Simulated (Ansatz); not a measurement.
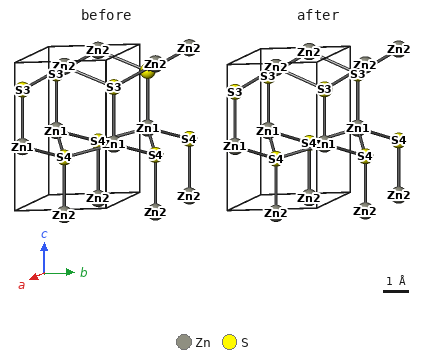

The structure of crystalline ZnS (set up in P6_3mc) before (left) and after (right) a relaxation, at one scale.

A ball-and-stick model of the cell of the calculation, repeated 2 × 2 × 1 with one cell outlined, seen slightly off an axis.

The run lets cell and atoms move.

All numbers below come from Ansatz, Kohn-Sham DFT of a periodic cell, LDA, Ansatz PAW.

The input:
```yaml
crystal:
  lattice:
    - [3.811, 0.0, 0.0]
    - [-1.9055, 3.3004228138, 0.0]
    - [0.0, 0.0, 6.234]
  atoms:
    - { symbol: Zn, position: [0.6666666667, 0.3333333333, 0.5] }
    - { symbol: Zn, position: [0.3333333333, 0.6666666667, 0.0] }
    - { symbol: S, position: [0.6666666667, 0.3333333333, 0.885] }
    - { symbol: S, position: [0.3333333333, 0.6666666667, 0.385] }
hamiltonian:
  xc: lda
  pseudopotentials: { kind: paw }
kpoints:
  mp_grid: { grid: [8, 8, 5] }
scf:
  occupations: { method: fermi_dirac, width: 0.05 }
output:
  forces: true
  stress: true
relax:
  f_tol: 0.01
  max_steps: 40
  cell: { stress_tol: 0.05 }
```

Launched with:
```bash
ansatz run input.yaml --threads 2 --pin off --max-ram 5632MiB --backend cpu --events-out ev --progress --plain --runs-dir out
```

Question: What changed between the two?

Answer: The energy falls by 18.5 meV per atom in 4 accepted moves (5 points after the start). Largest force component: 0.29 eV/Å at the start, 0.00014 eV/Å at the end. The pressure goes from −3.90 to 0.00 GPa. The SCF was repeated once at an unchanged geometry on a basis and grid sized afresh for the cell, which shifted the energy by 0.3 meV per atom at most. The largest moves relative to the cell, 0.034 Å, are those of Zn1, Zn2, S3 and S4. S3 goes along −c. Largest moves by element: S 0.034 Å, Zn 0.034 Å. The volume changes by −5.2 %, with a = b 3.811 → 3.738 Å (−1.9 %), c 6.234 → 6.143 Å (−1.5 %). Some distances before and after: Zn1–S3 2.400 → 2.296 Å, Zn1–S4 2.314 → 2.293 Å. The space group stays P6_3mc (No. 186).
